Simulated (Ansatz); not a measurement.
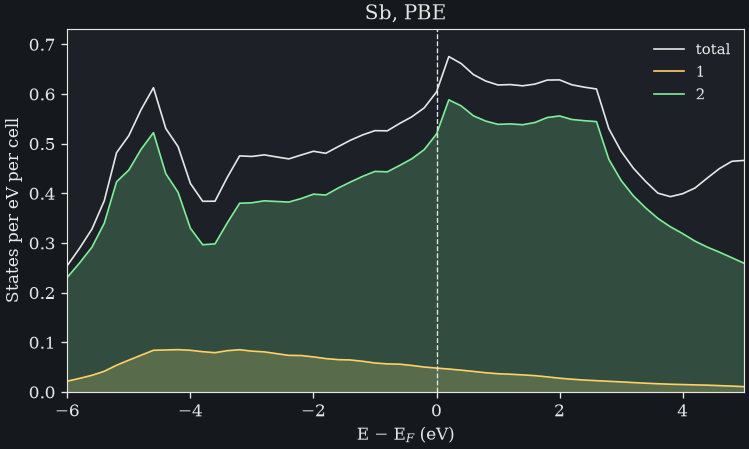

Density of states. Energies are counted from the Fermi level. The partial curves are projected on Löwdin-orthogonalised atomic shells.

Calculation on Sb, space group I4/mmm, 1 atom in the cell.

Level of theory: DFT, PBE, PAW with Ansatz's default frozen-core files, scalar-relativistic, no spin polarisation, 19×19×19 k mesh, 420 eV cutoff, Fermi-Dirac smearing of 0.05 eV; code Ansatz 0.2.0.

**The numbered curves are projections. Which is which? The candidates: Sb 5p, Sb 5s.**

1 is Sb 5s; 2 is Sb 5p.

**Metal or insulator, and how many states lie at the Fermi level?**

It is a metal. The density of states at the Fermi level is about 0.62 per eV and cell (mean within 0.25 eV).

The cell is at 19 GPa in this functional.
